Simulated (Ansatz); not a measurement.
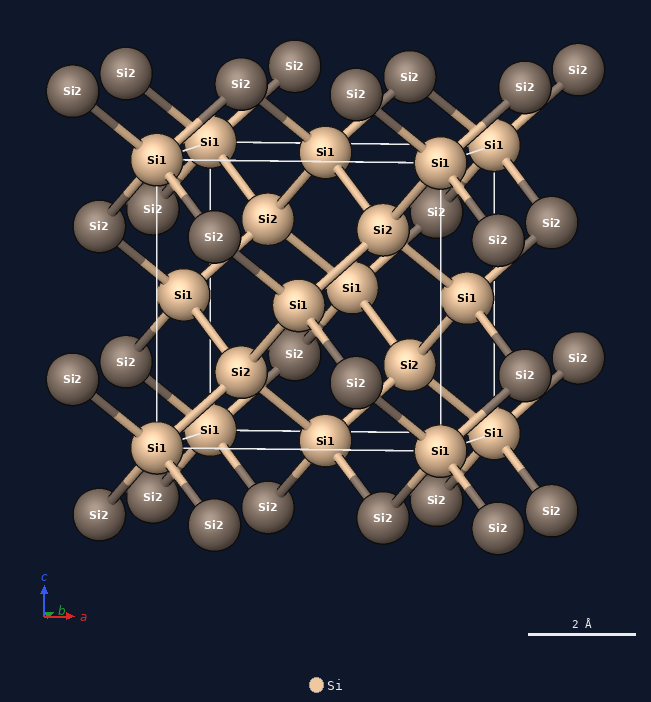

*The structure as given in the input (ball-and-stick view of the cell 4 times as large as that of the calculation, set on its symmetry axes, seen at an oblique angle; neighbours outside the cell are drawn fainter; atoms are numbered from 1 in the order of the input).*

**Single-point calculation, with input and output: Si$_{2}$**

Si$_{2}$ (Fd-3m, 2 atoms in the cell), computed with DFT, HSE06, PAW, plane waves (Ansatz 0.2.0).

The structure was built on a prototype by a generator. Figures and captions count atoms from 1; the log counts them from 0 in places.

Input file:
```yaml
crystal:
  lattice:
    - [0.000000, 2.716395, 2.716395]
    - [2.716395, 0.000000, 2.716395]
    - [2.716395, 2.716395, 0.000000]
  atoms:
    - { symbol: Si, position: [0.000000, 0.000000, 0.000000] }
    - { symbol: Si, position: [0.250000, 0.250000, 0.250000] }
kpoints:
  mp_grid: { grid: [8, 8, 8] }
  band_path: { path: [VBM, CBM], npoints: 2 }
hamiltonian:
  xc: hse06
scf:
  occupations: { method: fermi_dirac, width: 0.01 }
output:
  forces: true
  eigenvalues: true
  populations: true
```

Run on 1 × NVIDIA GB300, 8 threads of Arm Neoverse-V2, shared host.

Output:
```
Pseudopotentials: kind: paw
Functional definition: HSE06
  parameter a = 0.25
  parameter omega = 0.11/bohr
  exchange = pbe_x - a*pbe_x_sr(omega) + a*exact_x_sr(omega)
  correlation = pbe_c
Crystal: 2 atoms, lattice volume = 40.087 Å³
Basis set: ecut = 420 eV, 749 PW (Γ), exchange–correlation on 54×54×54 points (8 copies of the dense FFT grid, shifted against one another)
Bands: 8, of which v1, the nominal top of the filled ones, is band 4 counted from 1 (3 counted from 0)
Symmetry: 48 space group operations
Space group: Fd-3m (ITA 227), of the structure as read, at distance tolerance 3.4e-5 Å
k-points: 29 of 512
Non-local potential: Si, projectors of the file, l = 0: 2, l = 1: 2, l = 2: 2
PAW form: soft (Blöchl's): semilocal exchange-correlation on the pseudo side does not see the compensation charge
PAW frozen core: Si, regenerated for the run's functional, and the local potential with it (the file was generated under x = pbe(κ = 0.804, μ = 0.2195149727645171), c = pbe(β = 0.06672455060314922))
PAW one-centre angular grid: Si, 110 points (default); XC on 64 Gauss nodes
Initial density: superposition of atomic densities (neutral atoms: chi_scale 0, normalization atom), corrected by the library's trained network
Initial wavefunctions: pseudopotential atomic-orbital guess
Functional: x = pbe(κ = 0.804, μ = 0.2195149727645171), c = pbe(β = 0.06672455060314922), warm-up for x = pbe(κ = 0.804, μ = 0.2195149727645171) + 0.25 (exact − pbe) at short range (hse, ω = 0.20786987370883472 Å⁻¹), c = pbe(β = 0.06672455060314922); HSE06 as pw.x's `hse` composes it (authors' and Libxc's form: `xc: wpbeh`)
SCF iter   1: F=—  HF=-1271.604185 eV  |F-HF|=—  |Δ(HF+E_count)|=         —  Δρ=9.66e-4  dr2=2.21e-4  ethr=1.77e-3  ⟨swp⟩=7.9  Hψ=1200  notcnv=0
preconditioner: auto → none  [insulator: Δε(μ)=0.609 eV  Ē_g=9.476 eV  σ=0.010 eV  W_gap=1.00  n_scr=8 (ndim 8)  ℏωp=16.6 eV  f_vac=0.000  D(μ)=0.00/eV (n_scr^D=0)]
SCF iter   2: F=—  HF=-1271.604382 eV  |F-HF|=—  |Δ(HF+E_count)|=   1.97e-4  Δρ=4.54e-4  dr2=4.28e-5  ethr=2.77e-6  ⟨swp⟩=5.5  Hψ=850  notcnv=0  defer=15
iter 3 solved again at ethr=4.52e-9 eV; its pass at ethr=5.35e-7 eV (dr2=3.62e-7 eV) is discarded
SCF iter   3: F=-1271.604431 eV  HF=-1271.604430 eV  |F-HF|=6.74e-7  |Δ(HF+E_count)|=   4.85e-5  Δρ=4.49e-5  dr2=3.31e-7  ethr=4.52e-9  ⟨swp⟩=3.3  Hψ=885  notcnv=0
SCF 1 stopped early in 3 iterations: F = -1271.604431 eV  dr2 = 3.31e-7
  greatest PAW one-centre occupation: 0.634 electrons in one spin orbital (limit 2), on the Si atom at site 0 (counted from 0), in its partial waves of l = 0
Initial density: handed on by an earlier stage of this run
Initial wavefunctions: those handed on with the density
Functional: x = pbe(κ = 0.804, μ = 0.2195149727645171) + 0.25 (exact − pbe) at short range (hse, ω = 0.20786987370883472 Å⁻¹), c = pbe(β = 0.06672455060314922); HSE06 as pw.x's `hse` composes it (authors' and Libxc's form: `xc: wpbeh`)
Exchange kernel: α = 0.2500, screened, ω = 0.2079 Å⁻¹, Wigner–Seitz truncation, v(0) = 1046.9291 eV·Å³, q-mesh 8×8×8, nearest image of the exchange supercell L = 30.73 Å, pair-density grid 20×20×20, without the augmentation charges, whose exchange is taken in its separable form by FFT convolution over the k-point mesh (sized by the pseudopotential files, 24×24×24 at the most), smooth part of the e
Frozen-core exchange: fock
SCF iter   1: F=—  HF=-1272.582883 eV  |F-HF|=—  |Δ(HF+E_count)|=         —  Δρ=3.01e-3  dr2=2.73e-3  ethr=4.14e-8  ⟨swp⟩=9.4  Hψ=1534  notcnv=0
preconditioner: auto → none  [insulator: Δε(μ)=1.124 eV  Ē_g=10.839 eV  σ=0.010 eV  W_gap=1.00  n_scr=8 (ndim 8)  ℏωp=16.6 eV  f_vac=0.000  D(μ)=0.00/eV (n_scr^D=0)]
SCF iter   2: F=—  HF=-1272.581812 eV  |F-HF|=—  |Δ(HF+E_count)|=   1.07e-3  Δρ=1.39e-3  dr2=8.21e-4  ethr=4.14e-8  ⟨swp⟩=4.1  Hψ=802  notcnv=0
SCF iter   3: F=—  HF=-1272.584321 eV  |F-HF|=—  |Δ(HF+E_count)|=   2.51e-3  Δρ=4.72e-4  dr2=7.29e-5  ethr=4.14e-8  ⟨swp⟩=5.0  Hψ=879  notcnv=0
SCF iter   4: F=—  HF=-1272.584300 eV  |F-HF|=—  |Δ(HF+E_count)|=   2.10e-5  Δρ=4.35e-5  dr2=6.64e-6  ethr=4.14e-8  ⟨swp⟩=4.0  Hψ=533  notcnv=0
SCF iter   5: F=-1272.584347 eV  HF=-1272.584348 eV  |F-HF|=9.89e-7  |Δ(HF+E_count)|=   4.77e-5  Δρ=7.60e-5  dr2=2.17e-6  ethr=4.33e-9  ⟨swp⟩=4.9  Hψ=670  notcnv=0
SCF 2 stopped early in 5 iterations: F = -1272.584347 eV  dr2 = 2.17e-6
  greatest PAW one-centre occupation: 0.638 electrons in one spin orbital (limit 2), on the Si atom at site 1 (counted from 0), in its partial waves of l = 0
hybrid outer 1: dexx = +3.131e-3 eV, tail = 5.81e-6 eV
SCF iter   1: F=—  HF=-1272.584336 eV  |F-HF|=—  |Δ(HF+E_count)|=         —  Δρ=1.53e-5  dr2=6.64e-8  ethr=3.63e-7  ⟨swp⟩=3.4  Hψ=513  notcnv=0
preconditioner: auto → none  [insulator: Δε(μ)=1.174 eV  Ē_g=10.852 eV  σ=0.010 eV  W_gap=1.00  n_scr=8 (ndim 8)  ℏωp=16.6 eV  f_vac=0.000  D(μ)=0.00/eV (n_scr^D=0)]
SCF iter   2: F=-1272.584336 eV  HF=-1272.584336 eV  |F-HF|=4.76e-10  |Δ(HF+E_count)|=   8.21e-9  Δρ=7.09e-6  dr2=8.65e-9  ethr=8.05e-10  ⟨swp⟩=3.9  Hψ=484  notcnv=0
SCF 3 converged in 2 iterations: F = -1272.584336 eV  dr2 = 8.65e-9
  Residual-converged pass: ⟨swp⟩=2.8  Hψ=394  notcnv=0  max |occ|·‖R‖ = 6.4e-6 eV (tolerance 6.7e-6 eV)  dr2=8.68e-9  dr2_onsite=1.39e-10  max |Δocc| = 0.0e0
```

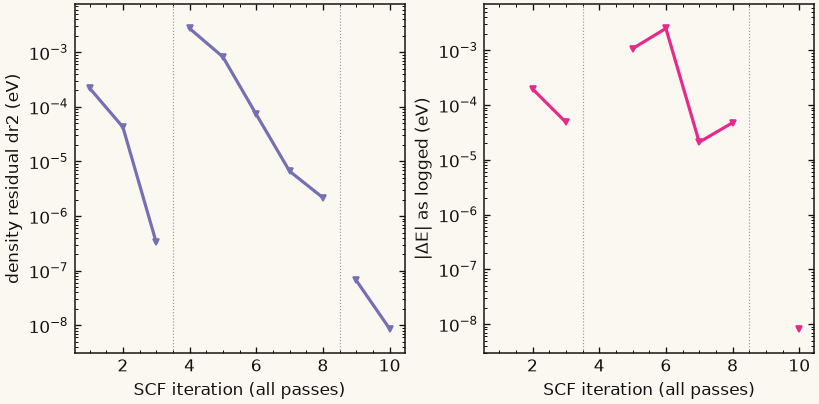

*Convergence of the self-consistent field: density residual dr2 and size of the energy change against the SCF iteration. The run starts with a semilocal functional; after that each stretch between dotted lines is one SCF of the hybrid functional between two exact rebuilds of the exchange operator by the outer loop. Early passes are stopped at a loose threshold.*

The passes take 3, 5 and 2 iterations.

```
hybrid outer 2: dexx = +2.306e-8 eV, tail = 1.79e-8 eV, Δε = 9.56e-4 eV (about 1.07e-4 eV left of the loop's levels)
NSCF: frozen V_eff on 16 k-points, pencils in batches of 32, up to order 40
NSCF: frozen V_eff on 16 k-points, pencils in batches of 32, up to order 40
NSCF: frozen V_eff on 16 k-points, pencils in batches of 32, up to order 40
NSCF: frozen V_eff on 13 k-points
NSCF: frozen V_eff on 3 k-points
NSCF: frozen V_eff on 13 k-points
NSCF: frozen V_eff on 11 k-points
NSCF: frozen V_eff on 7 k-points
NSCF: frozen V_eff on 13 k-points
NSCF: frozen V_eff on 6 k-points
NSCF: frozen V_eff on 5 k-points
NSCF: frozen V_eff on 6 k-points
NSCF: frozen V_eff on 4 k-points
NSCF: frozen V_eff on 6 k-points
NSCF: frozen V_eff on 4 k-points
NSCF: frozen V_eff on 6 k-points
NSCF: frozen V_eff on 4 k-points
NSCF: frozen V_eff on 4 k-points
NSCF: frozen V_eff on 2 k-points
NSCF: frozen V_eff on 3 k-points
hybrid SCF converged: 2 outer / 7 inner (+3 warm-up), last move |dexx| = 2.31e-8 eV, tail = 1.79e-8 eV
Stability not checked: this state was not tested for a lower state beside it, because the functional holds exact exchange (a hybrid, or Hartree-Fock), whose exchange loop this test does not read (fock_operator; see scf.lower_state_search)
Free energy (F): -1272.584336 eV
Harris-Foulkes:  -1272.584336 eV  (|F-HF|=4.76e-10)
Internal energy: -1272.584336 eV  (E = F + TS)
E sigma→0 (E₀):  -1272.584336 eV
Fermi energy:    6.465098 eV
--- Per-component energies (eV) ---
  E_band       = 2.399423
  E_kinetic    = 80.923908
  E_local      = -53.818394  (includes V_loc(G=0)·N_el)
  E_nonlocal   = 50.669137
  E_hartree    = 14.943084
  E_xc         = -90.016648
  E_vxc        = -76.414385  (∫ρ·V_xc dr)
  E_exx        = -11.171607  (= α·E_x^exact, valence–valence)
  E_paw        = -1035.551700  (= ΣΔE_a)
  E_vpaw       = -6.503544  (= ΣTr[D̂ρ^β])
  E_aug_tail   = 0.000012  (compensation charges beyond the density's cutoff)
  E_ewald      = -228.443896
  E_core_change = -0.118233  (= ΣΔE_core)
  E_smearing   = -0.000000  (= −TS)
  E_closure    = 0.000000  (closes the sum)
  Σ components = -1272.584336   (vs F -1272.584336, Δ=0.00e0)
--- Forces (eV/Å), atoms counted from 1 ---
  atom   1  Si     0.00000000    -0.00000000     0.00000000
  atom   2  Si     0.00000000    -0.00000000     0.00000000
  max |Σ_I F_I| component: 2.78e-17 eV/Å
--- Band table (eV; the first three rows and the last of 29) ---
  k-point 0: bands = ["-7.4005", "5.8816", "5.8816", "5.8816", "9.1927", "9.1927", "9.1927", "10.1772"]
  k-point 1: bands = ["-7.1744", "4.1860", "5.5810", "5.5810", "9.1340", "9.6407", "9.6407", "11.5365"]
  k-point 2: bands = ["-6.5141", "1.5916", "5.0667", "5.0667", "8.6295", "10.1960", "10.1960", "13.8550"]
  k-point 28: bands = ["-2.6005", "-2.6005", "1.6850", "1.6850", "10.9130", "10.9130", "11.8400", "11.8400"]
--- Löwdin populations: 2 sites ---
  site symbol       q [e]
     0     Si      3.9615
     1     Si      3.9615
  spilling = 0.009626 (of n_electrons = 8.000000)
```

Results in brief:

```csv
quantity,value
outcome,converged
space group (tolerance 0.01 Å),Fd-3m (227)
electrons treated,8
free energy,−1272.5843 eV
Fermi energy,6.465 eV
largest force (length of the vector),under 0.001 eV/Å
wall time,54 s (CPU time 5.5 min)
peak memory,2.2 GiB
```
